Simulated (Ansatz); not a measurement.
## MnO2: single-point calculation (part 1 of 3)

- system: MnO2 (6 atoms in the cell)
- method: DFT PBE+U, spin-orbit coupling, plane waves, PAW, Ueff = 1 eV on Mn atom 1 d; Ueff = 1 eV on Mn atom 2 d (Ansatz 0.2.0)

The structure derives from an entry of the Crystallography Open Database. It belongs to a series of runs on one base structure; here: natural orbitals of the symmetric run, filled by rank. Figures and captions count atoms from 1; the log counts them from 0 in places.

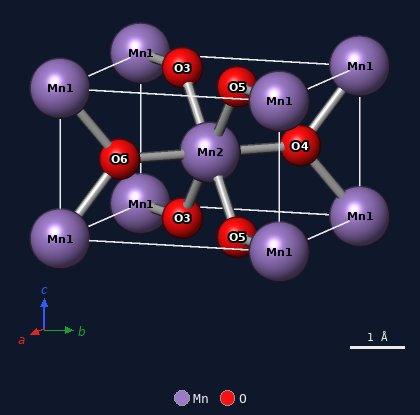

Figure 1. The input geometry (ball-and-stick view of the cell of the calculation, seen slightly off an axis; atoms are numbered from 1 in the order of the input). An atom can appear more than once, as a periodic image.

Summary

- outcome: converged
- space group (tolerance 0.01 Å): P4₂/mnm (136)
- electrons treated: 54
- free energy: −10066.3058 eV
- Fermi energy: 10.770 eV
- gap on the k-point mesh: 0.03 eV
- net moment of the cell: 6.00 μB
- integrated absolute moment: 6.23 μB
- pressure: 6.29 GPa
- largest force (length of the vector): 0.475 eV/Å
- hardware: 8 threads of Arm Neoverse V2, 24 GiB of memory available, shared host
- wall time: 14 s (CPU time 1.8 min)
- peak memory: 0.99 GiB

Remarks

The program warns: the SCF threshold is looser than advised for the printed stress. The cell is under a pressure of 6.3 GPa at this level, so it is not at its equilibrium volume.

Input
```yaml
crystal:
  lattice:
    - [4.39599877, 0.0, 0.0]
    - [0.0, 4.39599877, 0.0]
    - [0.0, 0.0, 2.87099919]
  atoms:
    - { symbol: Mn, position: [0.0, 0.0, 0.0], spin: 3.0, spin_axis: [0.707107, 0.707107, 0.0] }
    - { symbol: Mn, position: [0.5, 0.5, 0.5], spin: 3.0, spin_axis: [0.707107, 0.707107, 0.0] }
    - { symbol: O, position: [0.302, 0.302, 0.0] }
    - { symbol: O, position: [0.198, 0.802, 0.5] }
    - { symbol: O, position: [0.698, 0.698, 0.0] }
    - { symbol: O, position: [0.802, 0.198, 0.5] }
basis:
  ecutwfc: 420
  ecutrho_ratio: 4
kpoints:
  mp_grid: { grid: [4, 4, 7] }
hamiltonian:
  xc: pbe
  hubbard:
    sites:
      - { site: 0, l: d, u_eff: 1.0, starting_ns: [{ occupation_matrix: s0 }] }
      - { site: 1, l: d, u_eff: 1.0, starting_ns: [{ occupation_matrix: s1 }] }
    occupation_matrices:
      s0:
        spinor_matrix:
          - [[0.37034, 0.0], [0.0, -0.00412], [0.0, 0.00412], [0.0, 0.0], [0.2089, 0.0], [0.24773, -0.24773], [-0.00291, -0.00291], [0.00291, 0.00291], [0.0, 0.0], [0.14772, -0.14772]]
          - [[0.0, 0.00412], [0.25755, 0.0], [0.23745, 0.0], [0.0, 0.0], [0.0, 0.00245], [0.00291, 0.00291], [0.16797, -0.16797], [0.1679, -0.1679], [0.0, 0.0], [0.00174, 0.00174]]
          - [[0.0, -0.00412], [0.23745, 0.0], [0.25755, 0.0], [0.0, 0.0], [0.0, -0.00245], [-0.00291, -0.00291], [0.1679, -0.1679], [0.16797, -0.16797], [0.0, 0.0], [-0.00174, -0.00174]]
          - [[0.0, 0.0], [0.0, 0.0], [0.0, 0.0], [0.495, 0.0], [0.0, 0.0], [0.0, 0.0], [0.0, 0.0], [0.0, 0.0], [0.33588, -0.33588], [0.0, 0.0]]
          - [[0.2089, 0.0], [0.0, -0.00245], [0.0, 0.00245], [0.0, 0.0], [0.14457, 0.0], [0.14772, -0.14772], [-0.00174, -0.00174], [0.00174, 0.00174], [0.0, 0.0], [0.08808, -0.08808]]
          - [[0.24773, 0.24773], [0.00291, -0.00291], [-0.00291, 0.00291], [0.0, 0.0], [0.14772, 0.14772], [0.37034, 0.0], [0.0, -0.00412], [0.0, 0.00412], [0.0, 0.0], [0.2089, 0.0]]
          - [[-0.00291, 0.00291], [0.16797, 0.16797], [0.1679, 0.1679], [0.0, 0.0], [-0.00174, 0.00174], [0.0, 0.00412], [0.25755, 0.0], [0.23745, 0.0], [0.0, 0.0], [0.0, 0.00245]]
          - [[0.00291, -0.00291], [0.1679, 0.1679], [0.16797, 0.16797], [0.0, 0.0], [0.00174, -0.00174], [0.0, -0.00412], [0.23745, 0.0], [0.25755, 0.0], [0.0, 0.0], [0.0, -0.00245]]
          - [[0.0, 0.0], [0.0, 0.0], [0.0, 0.0], [0.33588, 0.33588], [0.0, 0.0], [0.0, 0.0], [0.0, 0.0], [0.0, 0.0], [0.495, 0.0], [0.0, 0.0]]
          - [[0.14772, 0.14772], [0.00174, -0.00174], [-0.00174, 0.00174], [0.0, 0.0], [0.08808, 0.08808], [0.2089, 0.0], [0.0, -0.00245], [0.0, 0.00245], [0.0, 0.0], [0.14457, 0.0]]
      s1:
        spinor_matrix:
          - [[0.3705, 0.0], [0.0, -0.00219], [0.0, 0.00219], [0.0, 0.0], [-0.20887, 0.0], [0.24784, -0.24784], [-0.00155, -0.00155], [0.00155, 0.00155], [0.0, 0.0], [-0.14769, 0.14769]]
          - [[0.0, 0.00219], [0.25748, 0.0], [-0.23745, 0.0], [0.0, -0.00269], [0.0, 0.00367], [0.00155, 0.00155], [0.16792, -0.16792], [-0.1679, 0.1679], [-0.0019, -0.0019], [0.0026, 0.0026]]
          - [[0.0, -0.00219], [-0.23745, 0.0], [0.25748, 0.0], [0.0, -0.00269], [0.0, -0.00367], [-0.00155, -0.00155], [-0.1679, 0.1679], [0.16792, -0.16792], [-0.0019, -0.0019], [-0.0026, -0.0026]]
          - [[0.0, 0.0], [0.0, 0.00269], [0.0, 0.00269], [0.49497, 0.0], [0.0, 0.0], [0.0, 0.0], [0.0019, 0.0019], [0.0019, 0.0019], [0.33585, -0.33585], [0.0, 0.0]]
          - [[-0.20887, 0.0], [0.0, -0.00367], [0.0, 0.00367], [0.0, 0.0], [0.14457, 0.0], [-0.14769, 0.14769], [-0.0026, -0.0026], [0.0026, 0.0026], [0.0, 0.0], [0.08809, -0.08809]]
          - [[0.24784, 0.24784], [0.00155, -0.00155], [-0.00155, 0.00155], [0.0, 0.0], [-0.14769, -0.14769], [0.3705, 0.0], [0.0, -0.00219], [0.0, 0.00219], [0.0, 0.0], [-0.20887, 0.0]]
          - [[-0.00155, 0.00155], [0.16792, 0.16792], [-0.1679, -0.1679], [0.0019, -0.0019], [-0.0026, 0.0026], [0.0, 0.00219], [0.25748, 0.0], [-0.23745, 0.0], [0.0, -0.00269], [0.0, 0.00367]]
          - [[0.00155, -0.00155], [-0.1679, -0.1679], [0.16792, 0.16792], [0.0019, -0.0019], [0.0026, -0.0026], [0.0, -0.00219], [-0.23745, 0.0], [0.25748, 0.0], [0.0, -0.00269], [0.0, -0.00367]]
          - [[0.0, 0.0], [-0.0019, 0.0019], [-0.0019, 0.0019], [0.33585, 0.33585], [0.0, 0.0], [0.0, 0.0], [0.0, 0.00269], [0.0, 0.00269], [0.49497, 0.0], [0.0, 0.0]]
          - [[-0.14769, -0.14769], [0.0026, -0.0026], [-0.0026, 0.0026], [0.0, 0.0], [0.08809, 0.08809], [-0.20887, 0.0], [0.0, -0.00367], [0.0, 0.00367], [0.0, 0.0], [0.14457, 0.0]]
    ns_hold: { iters: 10 }
scf:
  occupations: { method: gaussian, width: 0.05 }
  lower_state_search: "off"
  max_iter: 150
output:
  forces: true
  stress: true
  eigenvalues: true
  populations: true
  hubbard: { sites: [{ site: 0, l: d }, { site: 1, l: d }] }
  write_density: true
  write_potential: true
  elf: true
  volumetric_format: npy
magnetization:
  noncollinear: true
  spin_orbit: true
```

Launch command:
```bash
ansatz run input.yaml --threads 8 --pin off --max-ram 12288MiB --backend cpu --events-out ev --progress --plain --runs-dir out
```

Output
```
Warning: output.stress: scf.convergence.dr2_threshold = 1e-7 eV (the SCF's general default) is looser than the 6e-10 eV advised for a printed stress (1e-10 eV for each atom of the cell: 6). What an SCF threshold leaves in a stress goes as its square root, and in the free energy as the threshold itself, and one threshold admits the most on a small cell: of the crystals measured, under no hybrid functional and no lock of the moments, on runs that ended without the residual-converged pass, on stresses that held no estimate of that error, the worst erred by over 100 MPa in a component at 1e-7 eV an atom and by under 5 at 1e-10. Set scf.convergence.dr2_threshold to 6e-10 eV or tighter. The threshold is an SCF's pass mark: one that does not reach it within its budget of iterations ends unconverged, or closes short of it on a stop that the run arms, and scf.convergence.dr2_threshold's page says what that costs each kind of run
Mn: projections on atomic orbitals take those of the free atom [Ne] 3s2 3p6 3d5 4s2, of charge +0.00 (hamiltonian.pseudopotentials.projection_atoms); the dataset's partial waves leave at most 9.1e-10 of an orbital's norm unspanned inside its sphere
O: projections on atomic orbitals take those of the free atom [He] 2s2 2p4, of charge +0.00 (hamiltonian.pseudopotentials.projection_atoms); the dataset's partial waves leave at most 1.5e-11 of an orbital's norm unspanned inside its sphere
Engine: ansatz 0.2.0, aarch64-unknown-linux-gnu
Pseudopotentials: kind: paw_fr
Pseudopotential: Mn, paw_fr, valence charge 15, recommended cutoff 420 eV (normal), Mn.paw.azcp#standard-fr
Pseudopotential: O, paw_fr, valence charge 6, recommended cutoff 420 eV (normal), O.paw.azcp#standard-fr
Functional definition: PBE
  parameter kappa = 0.804
  parameter beta = 0.06672455060314922
  exchange = pbe_x(kappa = kappa, mu = beta*pi^2/3)
  correlation = pbe_c(beta = beta)
Crystal: 6 atoms, lattice volume = 55.482 Å³
Basis set: ecut = 420 eV, 1073 PW (Γ), exchange–correlation on 60×60×40 points (8 copies of the dense FFT grid, shifted against one another)
Bands: 66, of which v1, the nominal top of the filled ones, is band 54 counted from 1 (53 counted from 0)
Symmetry: 4 space group operations + 4 with time reversal
Magnetic group: BNS 65.486 (UNI 584), of the structure as read, at distance tolerance 3.8e-5 Å
k-points: 28 of 112 (time reversal used)
Projection manifold: j_resolved (fully-relativistic pseudo-atomic orbitals)
Non-local potential: Mn, projectors of the file, l = 0: 3, l = 1: 4, l = 2: 6, l = 3: 2
Non-local potential: O, projectors of the file, l = 0: 2, l = 1: 4, l = 2: 2
PAW form: soft (Blöchl's): semilocal exchange-correlation on the pseudo side does not see the compensation charge
PAW one-centre angular grid: Mn, 590 points (default); XC on 64 Gauss nodes
PAW one-centre angular grid: O, 110 points (default); XC on 64 Gauss nodes
Initial density: superposition of atomic densities (chi_scale 0.1, normalization cell, long waves kept (reshape's long-wave potential 0.00 eV rms))
Starting moments: Σ|m| = 6 μB on 2 of 6 sites
Initial wavefunctions: pseudopotential atomic-orbital guess
Functional: x = pbe(κ = 0.804, μ = 0.2195149727645171), c = pbe(β = 0.06672455060314922)
```
